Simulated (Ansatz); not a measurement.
Structure of Ta:

```
Ta
1.0
     5.20791    0.00000    0.00000
     0.00000    5.20791    0.00000
     0.00000    0.00000    5.20791
Ta
8
Direct
  0.00000 0.00000 0.00000
  0.50000 0.50000 0.50000
  0.25000 0.00000 0.50000
  0.75000 0.00000 0.50000
  0.50000 0.25000 0.00000
  0.50000 0.75000 0.00000
  0.00000 0.50000 0.25000
  0.00000 0.50000 0.75000
```

Basis of the simulation: coordinates from a relaxation with DFT, LDA (PW92), plane waves (420 eV) with PAW, scalar-relativistic (Ansatz); the starting structure was generated, so it need not be a known form of this composition.

Question: Predict radii and indices of the first 4 visible rings (3 % of the strongest or more) for 200 kV electrons.

Answer:
```
ring     radius  d (Å)  hkl
   1  3.84 nm⁻¹   2.60  200
   2  4.29 nm⁻¹   2.33  210
   3  4.70 nm⁻¹   2.13  211
   4  6.65 nm⁻¹  1.503  222
```

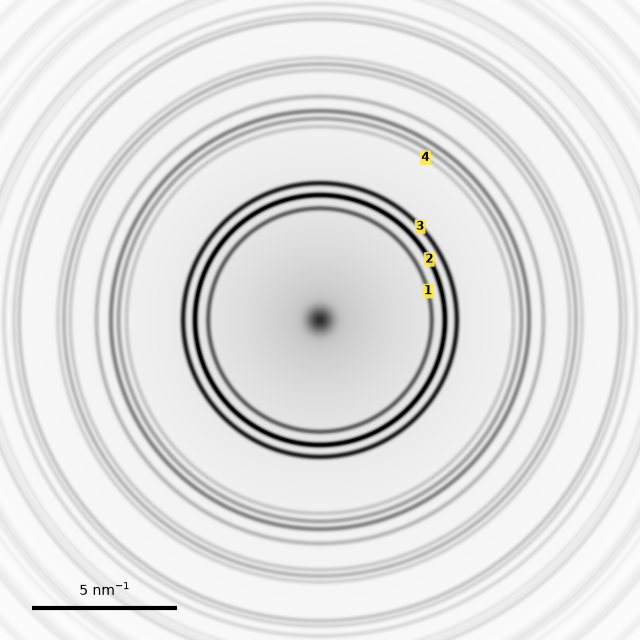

Simulated electron diffraction rings at 200 kV (λ = 0.0251 Å), scale in nm⁻¹ (radius = 1/d), for a fine-grained powder without texture. Kinematic intensities with B = 1.0 Å² for all atoms, without multiple scattering; brightness goes as intensity to the power 0.6, clipped at the top. Reflections closer than the ring width show as one ring. The numbers mark the rings of the table.
